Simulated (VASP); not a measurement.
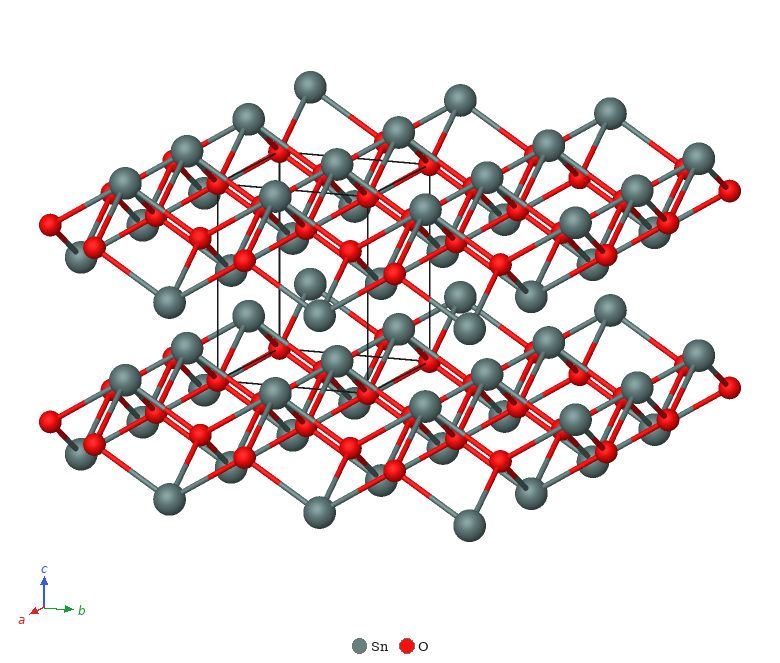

System SnO (space group P4/nmm, No. 129); source of the atomic positions: coordinates from a relaxation with VASP 6.6.1, VASP Kohn-Sham DFT of a periodic cell, PBEsol, VASP PAW PBE potentials, recommended.

Bonds are taken as O–Sn below 2.5 Å. The graph is simplified in the usual way: terminal and isolated atoms are pruned, two-connected atoms become edges.

What kind of net remains, and which atoms are its nodes?

A uninodal 4-connected, two-periodic (layers) net: Sn and O are 4-connected nodes.

Name the underlying net.

It is the sql net, known from the square lattice.

How do the layers lie?

The layers lie parallel to (001).

Give the point symbol of each node (shortest cycle at each angle).

Sn and O: 4^4.6^2.

Give the first ten terms of the coordination sequence (nodes one, two, three … edges away).

Sn and O: 4, 8, 12, 16, 20, 24, 28, 32, 36, 40.

The simplified net, drawn on the atoms' positions. Nodes are coloured by element. One layer is drawn. Edges to nodes outside the piece are drawn as stubs.

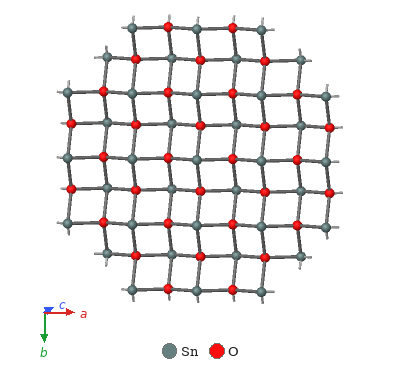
